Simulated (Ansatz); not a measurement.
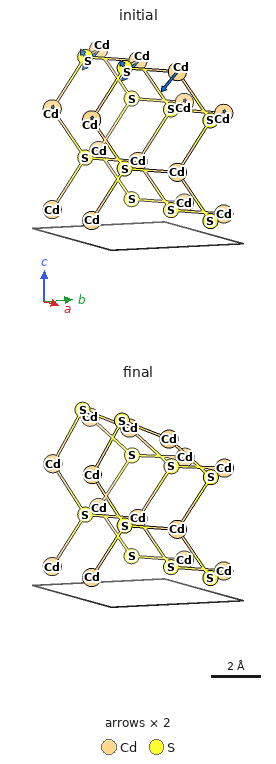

The structure of a slab of composition CdS (cut from the F-43m phase) before (top) and after (bottom) a constrained relaxation, at one scale. The blue arrows give the displacements, magnified 2 times.

Style: ball-and-stick. Shown: the cell of the calculation, outlined in the plane, without the vacuum (origin shifted), slightly off an axis.

Case: clean slab, lower planes held. The slab is the (1 1 0) face of CdS. 8 atoms are held fixed.

The calculation used DFT PBE+D3(BJ), scalar-relativistic, plane waves, PAW in Ansatz. Settings: plane-wave cutoff 420 eV; k-point mesh 2 × 3 × 1; occupations gaussian; smearing width 0.05 eV; no spin polarisation; dipole correction; atoms relaxed in a fixed cell; force threshold 0.03 eV/Å; at most 70 steps.

What changed between the two?

Answer. Over 4 geometry steps the energy falls by 0.695 eV per cell of the calculation. The largest force component goes from 0.83 to 0.013 eV/Å. The largest moves, 0.55 Å, are those of Cd atoms. Largest moves by element: Cd 0.55 Å, S 0.21 Å. The cell stays as it was. Near-neighbour distances that change, for instance: Cd–S 2.534 → 2.468 Å, Cd–S 2.534 → 2.590 Å, Cd–S 2.534 → 2.552 Å. Among the angles between lasting bonds that change: Cd–S–Cd 109.5° → 93.0°, Cd–S–Cd 109.5° → 96.1°, S–Cd–S 109.5° → 121.7°.
